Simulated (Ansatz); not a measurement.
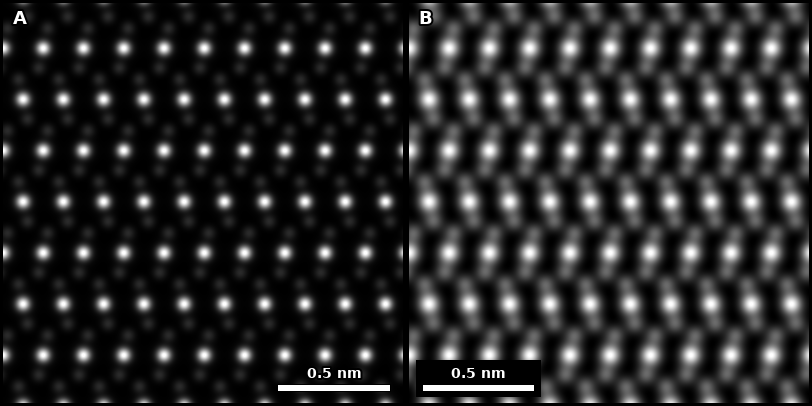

Two simulated images of the same area of TiO2 (P4_2/mnm, No. 136) along [102], with a probe of 0.50 Å. One is incoherent Z contrast (Z^1.8 per atom), the other the projected potential of neutral atoms blurred by the probe (iDPC-like, thin sample). Brightness is counted from the darkest point of the image. Atomic positions: the geometry relaxed with Ansatz, DFT, PBE, plane waves, PAW.

Which panel is which, and how can one tell?

Answer. A is the Z-contrast image and B the potential image. The columns of 1 O per repeat reach about 16 % of the brightest peak (1 Ti) in A but about 41 % in B, mainly since the potential grows much more slowly with atomic number.
